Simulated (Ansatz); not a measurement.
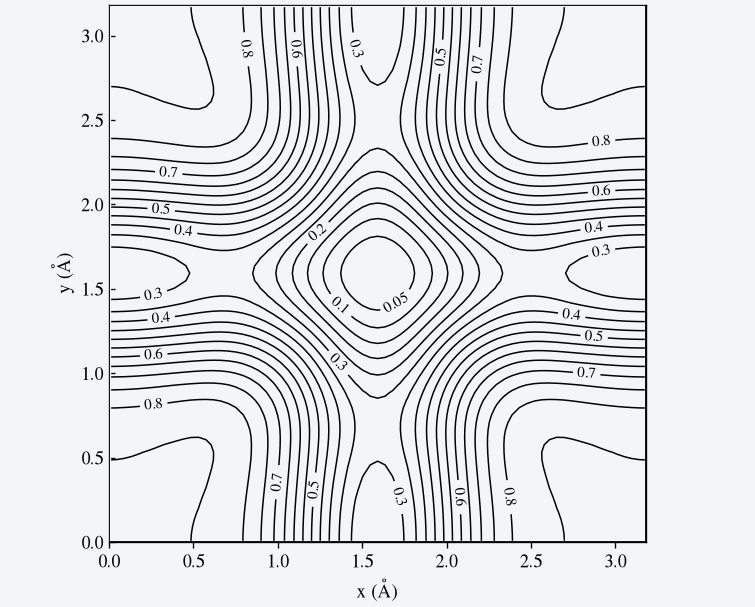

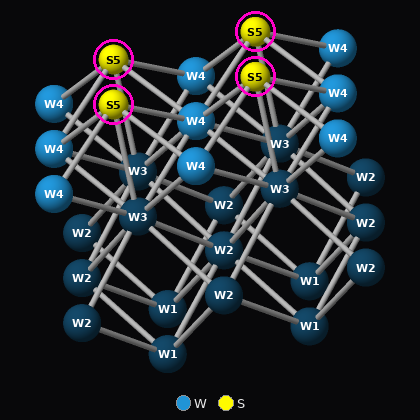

Energy landscape of S on a W(100) slab cut from the Im-3m phase, its upper half relaxed before the scan (4 atoms of substrate and one adsorbate in a 1 × 1 cell). S is moved over the surface cell; relaxed at each place: the height of the adsorbate's atoms; substrate rigid; the origin of the map has the adsorbate above W4. Places are given modulo a cell vector. The map is drawn in real space over the plane of the surface. Grid: 8 × 8 points; 15 points were computed and 49 follow by symmetry. Energies: eV, counted from the lowest grid point. With one adsorbate in each 1 × 1 cell, its nearest image is 3.2 Å away, so neighbouring adsorbates interact. Level of theory: DFT PBE, scalar-relativistic, plane waves, PAW in Ansatz. Settings: cutoff 420 eV, k-mesh 8×8×1, gaussian smearing 0.1 eV, no spin polarisation.

In the figure: contour lines labelled in eV, the outline of one cell of the plane. Between grid points the surface is interpolated. The second picture is the structure at the lowest point; rings mark the moved atoms.

Describe this landscape.

The lowest grid point is at a fourfold hollow over a second-layer W atom, (4/8, 4/8) of the cell vectors. A higher local minimum lies near a bridge site between two W atoms, (0/8, 4/8) of the cell vectors (0.25 eV above the lowest at that grid point). The highest grid point, (1/8, 1/8) of the cell vectors [nearest 1 W at 2.20 Å], lies 0.86 eV above the lowest. On the interpolated surface the easiest way out of the lowest well to the well at a bridge site between two W atoms, (4/8, 0/8) of the cell vectors passes a barrier of about 0.32 eV. At the lowest point the adsorbate has 5 W at 2.59 Å as nearest neighbours, at the highest 1 W at 2.20 Å. Its relaxed height above the top atom is 1.25 Å at the lowest and 2.12 Å at the highest point.

Grid values (eV):

```tsv
second ↓, first →	0/8	1/8	2/8	3/8	4/8	5/8	6/8	7/8
7/8	0.85	0.86	0.81	0.53	0.29	0.53	0.81	0.86
6/8	0.80	0.81	0.79	0.53	0.31	0.53	0.79	0.81
5/8	0.51	0.53	0.53	0.34	0.14	0.34	0.53	0.53
4/8	0.25	0.29	0.31	0.14	0.00	0.14	0.31	0.29
3/8	0.51	0.53	0.53	0.34	0.14	0.34	0.53	0.53
2/8	0.80	0.81	0.79	0.53	0.31	0.53	0.79	0.81
1/8	0.85	0.86	0.81	0.53	0.29	0.53	0.81	0.86
0/8	0.85	0.85	0.80	0.51	0.25	0.51	0.80	0.85
```

The input of one point:

```yaml
crystal:
  lattice:
    - [3.1836991688, 0.0, 0.0]
    - [0.0, 3.1836991688, 0.0]
    - [0.0, 0.0, 20.1425775749]
  atoms:
    - { symbol: W, position: [0.5, 0.5, 0.1985843165] }
    - { symbol: W, position: [0.0, 0.0, 0.2776134069] }
    - { symbol: W, position: [0.5, 0.5, 0.35994518] }
    - { symbol: W, position: [0.0, 0.0, 0.4290700901] }
    - { symbol: S, position: [0.5, 0.5, 0.480678498] }
basis:
  ecutwfc: 420
kpoints:
  mp_grid: { grid: [8, 8, 1] }
hamiltonian:
  xc: pbe
  pseudopotentials: { kind: paw, azcp: { folder: soft_1 } }
scf:
  occupations: { method: gaussian, width: 0.1 }
output:
  forces: true
  eigenvalues: true
relax:
  adjacent_minimum: "off"
  f_tol: 0.025
  max_steps: 16
  constraints: [{ sites: [0, 1, 2, 3] }, { sites: [4], fix: xy }]
efield:
  axis: 3
  dipole_correction: true
  ramp_width: 0.04
```

Each point was launched as `ansatz run input.yaml --threads 1 --pin off --max-ram 3072MiB --backend cpu --events-out ev --progress --plain --runs-dir out`. Time for the 15 points that were run: 11 min on 1 thread of Arm Neoverse V2 (shared host).
